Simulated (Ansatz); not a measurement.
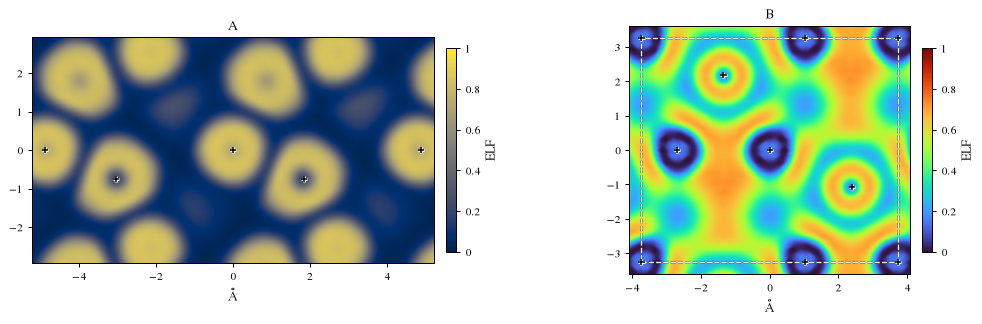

The electron localisation function of 2 systems, each on a plane through atoms (crosses mark nuclei in the plane).

Theory: DFT r2SCAN, scalar-relativistic, plane waves, PAW (Ansatz 0.2.0).

System 1: Al₆Ru, the (001) plane of the conventional cell. Space group Cmcm; a structure from a database of computed crystals, not necessarily the ambient phase; computed without spin polarisation.

```
Al Ru
1.0
     7.46057    0.00000    0.00000
     0.00000    6.52161    0.00000
     0.00000    0.00000    8.92864
Al Ru
24 4
Direct
  0.31950 0.00000 0.00000
  0.81950 0.50000 0.00000
  0.18050 0.50000 0.50000
  0.68050 0.00000 0.50000
  0.18050 0.50000 0.00000
  0.68050 0.00000 0.00000
  0.31950 0.00000 0.50000
  0.81950 0.50000 0.50000
  0.00000 0.14289 0.09846
  0.50000 0.64289 0.09846
  0.00000 0.85711 0.59846
  0.50000 0.35711 0.59846
  0.00000 0.14289 0.40154
  0.50000 0.64289 0.40154
  0.00000 0.85711 0.90154
  0.50000 0.35711 0.90154
  0.31949 0.29855 0.25000
  0.81949 0.79855 0.25000
  0.18051 0.20145 0.75000
  0.68051 0.70145 0.75000
  0.18051 0.79855 0.25000
  0.68051 0.29855 0.25000
  0.31949 0.70145 0.75000
  0.81949 0.20145 0.75000
  0.00000 0.46476 0.25000
  0.50000 0.96476 0.25000
  0.00000 0.53524 0.75000
  0.50000 0.03524 0.75000
```

System 2: HfO₂, the (001) plane of the conventional cell. Space group P2₁/c; changed on purpose from its base cell (volume × 0.88, shape and atoms relaxed); computed pressure about 23 GPa in this cell.

```yaml
crystal:
  lattice:
    - [4.87321, 0.00000, 0.16123]
    - [0.00000, 5.15449, 0.00000]
    - [-0.65293, 0.00000, 4.82778]
  atoms:
    - { symbol: Hf, position: [0.27421, 0.03662, 0.21825] }
    - { symbol: Hf, position: [0.72579, 0.53662, 0.28175] }
    - { symbol: Hf, position: [0.72579, 0.96338, 0.78175] }
    - { symbol: Hf, position: [0.27421, 0.46338, 0.71825] }
    - { symbol: O, position: [0.44234, 0.76162, 0.49302] }
    - { symbol: O, position: [0.55766, 0.26162, 0.00698] }
    - { symbol: O, position: [0.55766, 0.23838, 0.50698] }
    - { symbol: O, position: [0.44234, 0.73838, 0.99302] }
    - { symbol: O, position: [0.10337, 0.39053, 0.28922] }
    - { symbol: O, position: [0.89663, 0.89053, 0.21078] }
    - { symbol: O, position: [0.89663, 0.60947, 0.71078] }
    - { symbol: O, position: [0.10337, 0.10947, 0.78922] }
```

Q: Match each panel to its system.

A: Panel A is system 2, HfO₂: the plane holds Hf and O. Hf–O (1.99 Å): the ELF peaks at about 0.85 in the valence shell of O, 0.6 Å from its nucleus, and drops to about 0.20 between the two atoms; no shared electron pair shows on this line. Panel B is system 1, Al₆Ru: the plane holds Al and Ru. Al–Ru (2.56 Å): the ELF is about 0.45 at the midpoint.
